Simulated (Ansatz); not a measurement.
**Sn$_{4}$HO$_{8}$: geometry relaxation (part 3 of 3)**

The same run, continued: Sn$_{4}$HO$_{8}$ (slab, 13 atoms in the cell); DFT PBEsol, scalar-relativistic, plane waves, PAW, spin-polarised (Ansatz 0.2.0); cutoff 420 eV, 8×6×1 k-mesh, Gaussian smearing of 0.05 eV, collinear spins. The structure derives from a Materials Project entry. The input holds or restrains some coordinates. Forces given for the steps count only the free coordinates. It belongs to a series of runs on one base structure; here: H put at a hollow O-O site.

Geometry of the input (Å; fractional positions):
```
3.2120  0.0000  0.0000
0.0000  4.7701  0.0000
0.0000  0.0000  28.0012
O  0.5000  0.1937  0.3036
Sn 0.0000  0.0000  0.3366
O  0.5000  0.8063  0.3696
O  0.0000  0.3063  0.3887
Sn 0.5000  0.5000  0.4217
O  0.0000  0.6937  0.4547
O  0.5000  0.1947  0.4742
Sn 0.0000  -0.0001  0.5070
O  0.5000  0.7961  0.5389
O  0.0000  0.2788  0.5625
Sn 0.5000  0.5126  0.5931
O  0.0000  0.6373  0.6306
H  0.5000  1.1373  0.5963
```

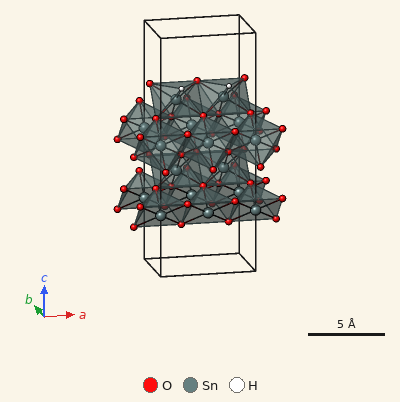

**Figure 1.** The geometry at step 7 of the log (polyhedral view of the 2 × 1 repeat of the cell, with the vacuum cut short, seen slightly off an axis; polyhedra are completed across the faces of the cell).

### Output, continued
```
  k-point 2 ↑: bands = ["-22.5981", "-22.4894", "-22.3404", "-22.1752", "-21.7755", "-21.7670", "-21.7586", "-21.7513", "-21.7513", "-21.7437", "-21.7410", "-21.6516", "-21.6098", "-21.5728", "-21.5653", "-21.5523", "-21.5469", "-21.5013", "-21.4645", "-21.3814", "-20.0157", "-19.4528", "-19.0911", "-18.6999", "-18.4416", "-17.9949", "-17.5807", "-17.3223", "-8.8118", "-7.9118", "-7.1346", "-6.9178", "-5.6738", "-5.3299", "-5.1686", "-4.8158", "-4.7032", "-4.4327", "-4.2842", "-4.1771", "-4.0553", "-3.6637", "-3.1934", "-3.0523", "-3.0208", "-2.8251", "-2.7596", "-2.6922", "-2.5282", "-2.3698", "-2.3673", "-2.1088", "-1.9024", "0.6296", "1.7203", "2.5558", "3.1076", "4.4120", "4.5574", "4.9924", "5.0929", "5.5660", "6.0582", "6.5026", "6.8335", "7.4549"]
  k-point 19 ↓: bands = ["-22.6409", "-22.6322", "-22.5169", "-22.2991", "-21.9983", "-21.9421", "-21.8298", "-21.7514", "-21.7327", "-21.6972", "-21.6516", "-21.6132", "-21.5869", "-21.5511", "-21.5318", "-21.5255", "-21.5134", "-21.4779", "-21.4531", "-21.3151", "-18.9610", "-18.9180", "-18.6438", "-18.3373", "-17.2478", "-17.2086", "-16.4569", "-16.4520", "-9.4248", "-9.4124", "-8.7322", "-8.6792", "-6.7857", "-6.7750", "-6.2310", "-5.9529", "-5.7854", "-5.7082", "-4.9180", "-4.6348", "-3.6717", "-3.4151", "-3.0841", "-2.9636", "-2.8777", "-2.7574", "-2.7192", "-2.6812", "-2.2070", "-2.1643", "-1.9447", "-1.8386", "-1.0029", "1.7539", "3.2642", "3.4356", "4.2655", "5.2649", "6.3745", "6.5068", "6.9151", "7.8603", "8.2143", "8.3198", "8.6024", "8.7663"]
--- Relaxed structure (13 steps of the walk, 12 accepted, 0 SCFs on fresh bases) ---
  F+E_penalty+E_count = -28297.12192844 eV   max|allowed force component| = 9.880e-3 eV/Å
  atoms:
    - { symbol: O, position: [0.5, 0.19365292259999997, 0.3035581709] }
    - { symbol: Sn, position: [0.0, 0.0, 0.3365609493] }
    - { symbol: O, position: [0.5, 0.8063470773999999, 0.36956372779999996] }
    - { symbol: O, position: [0.0, 0.3063470774, 0.388709054] }
    - { symbol: Sn, position: [0.5, 0.49999999999999994, 0.4217118325] }
    - { symbol: O, position: [0.0, 0.6936529226, 0.4547146109] }
    - { symbol: O, position: [0.5, 0.19380305779457488, 0.4740375310493869] }
    - { symbol: Sn, position: [0.0, 0.00022318143484562064, 0.5069644155999813] }
    - { symbol: O, position: [0.5, 0.7994070509634537, 0.5392675026382882] }
    - { symbol: O, position: [0.0, 0.2896961153840986, 0.5609918499436352] }
    - { symbol: Sn, position: [0.5, 0.5089854178484698, 0.5928039871846496] }
    - { symbol: O, position: [0.0, 0.6761989516815384, 0.6283097679647355] }
    - { symbol: H, position: [0.5, 1.2923243630116878, 0.6491832307431862] }
--- Löwdin populations: 13 sites ---
  site symbol       q [e]    m [muB]
     0      O      6.7292     0.0011
     1     Sn     12.3442    -0.0001
     2      O      6.7599     0.0001
     3      O      6.7932     0.0008
     4     Sn     12.3060    -0.0001
     5      O      6.7837     0.0011
     6      O      6.7840     0.0042
     7     Sn     12.3053    -0.0023
     8      O      6.7832     0.0138
     9      O      6.7798     0.0430
    10     Sn     12.4459    -0.0069
    11      O      6.6662     0.4450
    12      H      0.9344     0.4888
  spilling = 0.005570 (of n_electrons = 105.000000)
```

### Trajectory as extended XYZ (Å, eV, eV/Å), 13 frames, from step=1 to step=13
```
13
Lattice="3.2120 0.0000 0.0000 0.0000 4.7701 0.0000 0.0000 0.0000 28.0012" Properties=species:S:1:pos:R:3:forces:R:3 step=1 energy=-28296.66567
O     1.6060    0.9237    8.5000    0.0000  -1.3541   0.2218
Sn    0.0000    0.0000    9.4241    0.0000   2.2966  -0.4387
O     1.6060    3.8463   10.3482    0.0000  -0.7325  -0.0299
O     0.0000    1.4613   10.8843    0.0000   0.0604   0.1918
Sn    1.6060    2.3850   11.8084    0.0000  -0.3581   0.0415
O     0.0000    3.3088   12.7326    0.0000   0.0929   0.0027
O     1.6060    0.9288   13.2792    0.0000   0.0152   0.0064
Sn    0.0000   -0.0005   14.1966    0.0000  -0.0301  -0.2380
O     1.6060    3.7973   15.0899    0.0000   0.0111  -0.1302
O     0.0000    1.3297   15.7508    0.0000  -0.2836  -1.3774
Sn    1.6060    2.4452   16.6063    0.0000   1.0904   1.3897
O     0.0000    3.0399   17.6566    0.0000   0.2812  -0.2835
H     1.6060    5.4249   16.6966    0.0000  -1.0885   0.6429
13
Lattice="3.2120 0.0000 0.0000 0.0000 4.7701 0.0000 0.0000 0.0000 28.0012" Properties=species:S:1:pos:R:3:forces:R:3 step=2 energy=-28296.92214
O     1.6060    0.9237    8.5000    0.0000  -1.3546   0.2170
Sn    0.0000    0.0000    9.4241    0.0000   2.3027  -0.4236
O     1.6060    3.8463   10.3482    0.0000  -0.7315  -0.0342
O     0.0000    1.4613   10.8843    0.0000   0.0667   0.1687
Sn    1.6060    2.3850   11.8084    0.0000  -0.3905   0.0550
O     0.0000    3.3088   12.7326    0.0000  -0.0024  -0.1456
O     1.6060    0.9258   13.2698    0.0000  -0.0310  -0.1013
Sn    0.0000   -0.0058   14.1777    0.0000  -0.0198   0.1394
O     1.6060    3.7941   15.0933    0.0000   0.1035   0.0263
O     0.0000    1.3829   15.6673    0.0000   0.2976  -0.0018
Sn    1.6060    2.4780   16.6655    0.0000  -0.1991  -0.1208
O     0.0000    3.1302   17.6640    0.0000   0.0525  -0.0965
H     1.6060    5.3309   16.8670    0.0000  -0.0941   0.3155
13
Lattice="3.2120 0.0000 0.0000 0.0000 4.7701 0.0000 0.0000 0.0000 28.0012" Properties=species:S:1:pos:R:3:forces:R:3 step=3 energy=-28296.98345
O     1.6060    0.9237    8.5000    0.0000  -1.3543   0.2150
Sn    0.0000    0.0000    9.4241    0.0000   2.3028  -0.4135
O     1.6060    3.8463   10.3482    0.0000  -0.7313  -0.0397
O     0.0000    1.4613   10.8843    0.0000   0.0728   0.1564
Sn    1.6060    2.3850   11.8084    0.0000  -0.3713   0.0229
O     0.0000    3.3088   12.7326    0.0000  -0.0057  -0.0972
O     1.6060    0.9154   13.2566    0.0000  -0.0132  -0.0325
Sn    0.0000   -0.0027   14.1791    0.0000  -0.0752   0.1172
O     1.6060    3.8111   15.1051    0.0000   0.0790   0.0159
O     0.0000    1.4075   15.6491    0.0000   0.2618   0.1777
Sn    1.6060    2.4731   16.6600    0.0000  -0.3037  -0.4110
O     0.0000    3.1428   17.6432    0.0000   0.1258   0.0957
H     1.6060    5.3294   17.0619    0.0000   0.0124   0.1931
13
Lattice="3.2120 0.0000 0.0000 0.0000 4.7701 0.0000 0.0000 0.0000 28.0012" Properties=species:S:1:pos:R:3:forces:R:3 step=4 energy=-28297.02959
O     1.6060    0.9237    8.5000    0.0000  -1.3526   0.2133
Sn    0.0000    0.0000    9.4241    0.0000   2.3004  -0.4069
O     1.6060    3.8463   10.3482    0.0000  -0.7303  -0.0445
O     0.0000    1.4613   10.8843    0.0000   0.0729   0.1500
Sn    1.6060    2.3850   11.8084    0.0000  -0.3559   0.0165
O     0.0000    3.3088   12.7326    0.0000   0.0190  -0.0360
O     1.6060    0.9106   13.2518    0.0000   0.0132   0.0097
Sn    0.0000    0.0006   14.1849    0.0000  -0.0613  -0.0016
O     1.6060    3.8296   15.1115    0.0000   0.0433  -0.0137
O     0.0000    1.4269   15.6453    0.0000   0.1005   0.0920
Sn    1.6060    2.4642   16.6357    0.0000  -0.2141  -0.2389
O     0.0000    3.1587   17.6185    0.0000   0.1164   0.1290
H     1.6060    5.3540   17.2548    0.0000   0.0477   0.1319
13
Lattice="3.2120 0.0000 0.0000 0.0000 4.7701 0.0000 0.0000 0.0000 28.0012" Properties=species:S:1:pos:R:3:forces:R:3 step=5 energy=-28297.05714
O     1.6060    0.9237    8.5000    0.0000  -1.3514   0.2126
Sn    0.0000    0.0000    9.4241    0.0000   2.2986  -0.4045
O     1.6060    3.8463   10.3482    0.0000  -0.7287  -0.0468
O     0.0000    1.4613   10.8843    0.0000   0.0684   0.1485
Sn    1.6060    2.3850   11.8084    0.0000  -0.3555   0.0320
O     0.0000    3.3088   12.7326    0.0000   0.0303  -0.0338
O     1.6060    0.9136   13.2554    0.0000   0.0192  -0.0012
Sn    0.0000    0.0002   14.1869    0.0000  -0.0046   0.0073
O     1.6060    3.8376   15.1120    0.0000  -0.0052  -0.0092
O     0.0000    1.4305   15.6511    0.0000   0.0072   0.0173
Sn    1.6060    2.4540   16.6198    0.0000  -0.0625   0.0062
O     0.0000    3.1736   17.6143    0.0000   0.0049  -0.0011
H     1.6060    5.4056   17.4429    0.0000   0.0787   0.0723
13
Lattice="3.2120 0.0000 0.0000 0.0000 4.7701 0.0000 0.0000 0.0000 28.0012" Properties=species:S:1:pos:R:3:forces:R:3 step=6 energy=-28297.07353
O     1.6060    0.9237    8.5000    0.0000  -1.3496   0.2115
Sn    0.0000    0.0000    9.4241    0.0000   2.2954  -0.4002
O     1.6060    3.8463   10.3482    0.0000  -0.7264  -0.0510
O     0.0000    1.4613   10.8843    0.0000   0.0634   0.1477
Sn    1.6060    2.3850   11.8084    0.0000  -0.3567   0.0636
O     0.0000    3.3088   12.7326    0.0000   0.0521  -0.0300
O     1.6060    0.9185   13.2615    0.0000  -0.0144   0.0116
Sn    0.0000   -0.0014   14.1914    0.0000   0.0324   0.0082
O     1.6060    3.8328   15.1122    0.0000  -0.0162   0.0074
O     0.0000    1.4227   15.6650    0.0000  -0.0291  -0.0022
Sn    1.6060    2.4479   16.6207    0.0000  -0.0633  -0.0234
O     0.0000    3.1755   17.6154    0.0000   0.0244   0.0345
H     1.6060    5.4971   17.6147    0.0000   0.0879   0.0224
13
Lattice="3.2120 0.0000 0.0000 0.0000 4.7701 0.0000 0.0000 0.0000 28.0012" Properties=species:S:1:pos:R:3:forces:R:3 step=7 energy=-28297.08629
O     1.6060    0.9237    8.5000    0.0000  -1.3487   0.2110
Sn    0.0000    0.0000    9.4241    0.0000   2.2932  -0.3981
O     1.6060    3.8463   10.3482    0.0000  -0.7251  -0.0535
O     0.0000    1.4613   10.8843    0.0000   0.0610   0.1491
Sn    1.6060    2.3850   11.8084    0.0000  -0.3649   0.0916
O     0.0000    3.3088   12.7326    0.0000   0.0564  -0.0300
O     1.6060    0.9191   13.2653    0.0000  -0.0049  -0.0057
Sn    0.0000   -0.0017   14.1936    0.0000   0.0355   0.0021
O     1.6060    3.8267   15.1098    0.0000  -0.0270   0.0242
O     0.0000    1.4094   15.6766    0.0000   0.0297   0.0475
Sn    1.6060    2.4457   16.6196    0.0000  -0.1100  -0.0413
O     0.0000    3.1814   17.6186    0.0000   0.0040   0.0142
H     1.6060    5.6165   17.7691    0.0000   0.1009  -0.0111
13
Lattice="3.2120 0.0000 0.0000 0.0000 4.7701 0.0000 0.0000 0.0000 28.0012" Properties=species:S:1:pos:R:3:forces:R:3 step=8 energy=-28297.10003
O     1.6060    0.9237    8.5000    0.0000  -1.3495   0.2119
Sn    0.0000    0.0000    9.4241    0.0000   2.2935  -0.4008
O     1.6060    3.8463   10.3482    0.0000  -0.7253  -0.0523
O     0.0000    1.4613   10.8843    0.0000   0.0621   0.1547
Sn    1.6060    2.3850   11.8084    0.0000  -0.3515   0.0809
O     0.0000    3.3088   12.7326    0.0000   0.0732  -0.0100
O     1.6060    0.9196   13.2657    0.0000  -0.0294   0.0379
Sn    0.0000    0.0003   14.1956    0.0000  -0.0189  -0.0115
O     1.6060    3.8161   15.1084    0.0000   0.0434  -0.0102
O     0.0000    1.3989   15.6888    0.0000  -0.0712  -0.0721
Sn    1.6060    2.4316   16.6105    0.0000  -0.0673  -0.0338
O     0.0000    3.1709   17.6138    0.0000   0.0741   0.0857
H     1.6060    5.7627   17.8978    0.0000   0.0678   0.0191
13
Lattice="3.2120 0.0000 0.0000 0.0000 4.7701 0.0000 0.0000 0.0000 28.0012" Properties=species:S:1:pos:R:3:forces:R:3 step=9 energy=-28297.11241
O     1.6060    0.9237    8.5000    0.0000  -1.3527   0.2142
Sn    0.0000    0.0000    9.4241    0.0000   2.2978  -0.4084
O     1.6060    3.8463   10.3482    0.0000  -0.7288  -0.0455
O     0.0000    1.4613   10.8843    0.0000   0.0673   0.1614
Sn    1.6060    2.3850   11.8084    0.0000  -0.3953   0.0911
O     0.0000    3.3088   12.7326    0.0000   0.0269  -0.0460
O     1.6060    0.9153   13.2666    0.0000   0.0447  -0.0472
Sn    0.0000   -0.0026   14.1910    0.0000  -0.0228  -0.0085
O     1.6060    3.8170   15.1061    0.0000  -0.0338   0.0279
O     0.0000    1.3849   15.6827    0.0000   0.1125   0.1102
Sn    1.6060    2.4234   16.5987    0.0000  -0.0497   0.0327
O     0.0000    3.1806   17.6159    0.0000  -0.0437  -0.0672
H     1.6060    5.9156   18.0240    0.0000   0.0776  -0.0146
13
Lattice="3.2120 0.0000 0.0000 0.0000 4.7701 0.0000 0.0000 0.0000 28.0012" Properties=species:S:1:pos:R:3:forces:R:3 step=10 energy=-28297.12020
O     1.6060    0.9237    8.5000    0.0000  -1.3538   0.2152
Sn    0.0000    0.0000    9.4241    0.0000   2.2993  -0.4121
O     1.6060    3.8463   10.3482    0.0000  -0.7293  -0.0430
O     0.0000    1.4613   10.8843    0.0000   0.0676   0.1653
Sn    1.6060    2.3850   11.8084    0.0000  -0.3738   0.0640
O     0.0000    3.3088   12.7326    0.0000   0.0610  -0.0113
O     1.6060    0.9192   13.2670    0.0000   0.0048  -0.0032
Sn    0.0000    0.0004   14.1926    0.0000  -0.0141  -0.0181
O     1.6060    3.8210   15.1092    0.0000  -0.0066  -0.0063
O     0.0000    1.3900   15.6879    0.0000   0.0134   0.0291
Sn    1.6060    2.4211   16.5935    0.0000   0.0290  -0.0034
O     0.0000    3.1934   17.6074    0.0000   0.0221  -0.0264
H     1.6060    6.0931   18.1162    0.0000  -0.0195   0.0502
13
Lattice="3.2120 0.0000 0.0000 0.0000 4.7701 0.0000 0.0000 0.0000 28.0012" Properties=species:S:1:pos:R:3:forces:R:3 step=11 energy=-28297.10896 accepted=F
O     1.6060    0.9237    8.5000    0.0000  -1.3509   0.2132
Sn    0.0000    0.0000    9.4241    0.0000   2.2937  -0.4031
O     1.6060    3.8463   10.3482    0.0000  -0.7262  -0.0515
O     0.0000    1.4613   10.8843    0.0000   0.0637   0.1608
Sn    1.6060    2.3850   11.8084    0.0000  -0.3545   0.0909
O     0.0000    3.3088   12.7326    0.0000   0.0789   0.0185
O     1.6060    0.9157   13.2660    0.0000  -0.0013   0.0705
Sn    0.0000    0.0008   14.2008    0.0000  -0.0077   0.0108
O     1.6060    3.8183   15.1119    0.0000   0.0509  -0.0635
O     0.0000    1.4057   15.7028    0.0000  -0.0902   0.0788
Sn    1.6060    2.4325   16.6176    0.0000   0.0333  -0.2628
O     0.0000    3.2948   17.5438    0.0000  -0.0487   0.2306
H     1.6060    6.1737   18.2030    0.0000   0.0591  -0.0932
13
Lattice="3.2120 0.0000 0.0000 0.0000 4.7701 0.0000 0.0000 0.0000 28.0012" Properties=species:S:1:pos:R:3:forces:R:3 step=12 energy=-28297.12168
O     1.6060    0.9237    8.5000    0.0000  -1.3533   0.2154
Sn    0.0000    0.0000    9.4241    0.0000   2.2975  -0.4131
O     1.6060    3.8463   10.3482    0.0000  -0.7283  -0.0440
O     0.0000    1.4613   10.8843    0.0000   0.0636   0.1688
Sn    1.6060    2.3850   11.8084    0.0000  -0.3662   0.0766
O     0.0000    3.3088   12.7326    0.0000   0.0772  -0.0058
O     1.6060    0.9223   13.2712    0.0000   0.0003   0.0048
Sn    0.0000    0.0006   14.1954    0.0000   0.0166   0.0026
O     1.6060    3.8187   15.1063    0.0000  -0.0061  -0.0236
O     0.0000    1.3852   15.7035    0.0000  -0.0174  -0.0177
Sn    1.6060    2.4261   16.5969    0.0000   0.0209   0.0431
O     0.0000    3.2188   17.5960    0.0000  -0.0102  -0.0124
H     1.6060    6.1323   18.1531    0.0000   0.0055   0.0054
13
Lattice="3.2120 0.0000 0.0000 0.0000 4.7701 0.0000 0.0000 0.0000 28.0012" Properties=species:S:1:pos:R:3:forces:R:3 step=13 energy=-28297.12193
O     1.6060    0.9237    8.5000    0.0000  -1.3528   0.2155
Sn    0.0000    0.0000    9.4241    0.0000   2.2963  -0.4137
O     1.6060    3.8463   10.3482    0.0000  -0.7274  -0.0451
O     0.0000    1.4613   10.8843    0.0000   0.0606   0.1709
Sn    1.6060    2.3850   11.8084    0.0000  -0.3575   0.0840
O     0.0000    3.3088   12.7326    0.0000   0.0826  -0.0149
O     1.6060    0.9245   13.2736    0.0000  -0.0019   0.0006
Sn    0.0000    0.0011   14.1956    0.0000   0.0064   0.0015
O     1.6060    3.8132   15.1001    0.0000  -0.0057   0.0083
O     0.0000    1.3819   15.7085    0.0000  -0.0091   0.0097
Sn    1.6060    2.4279   16.5992    0.0000   0.0092  -0.0042
O     0.0000    3.2255   17.5934    0.0000  -0.0037  -0.0028
H     1.6060    6.1645   18.1779    0.0000   0.0032  -0.0099
```

### Results in brief

| quantity | value |
| --- | --- |
| outcome | converged under the restraints of the input |
| electrons treated | 105 |
| free energy | −28297.1219 eV |
| work function, top face | 7.17 eV |
| work function, bottom face | 7.38 eV |
| Fermi energy | −1.554 eV |
| gap on the k-point mesh | 0.46 eV |
| net moment of the cell | 1.00 μB |
| integrated absolute moment | 1.06 μB |
| final volume | 429.02 Å³ |
| work function (upper face) | 7.17 eV |
| largest force (length of the vector) at the end, held atoms and coordinates included | 2.333 eV/Å |
| hardware | 2 threads of Intel Xeon @ 2.50GHz (Skylake/Cascade Lake), 189 GiB of memory available, shared host |
| wall time | 31 min (CPU time 60 min) |
| peak memory | 1.2 GiB |

### Notes

The program warns: the exchange-correlation potential is rough where the density is thin.
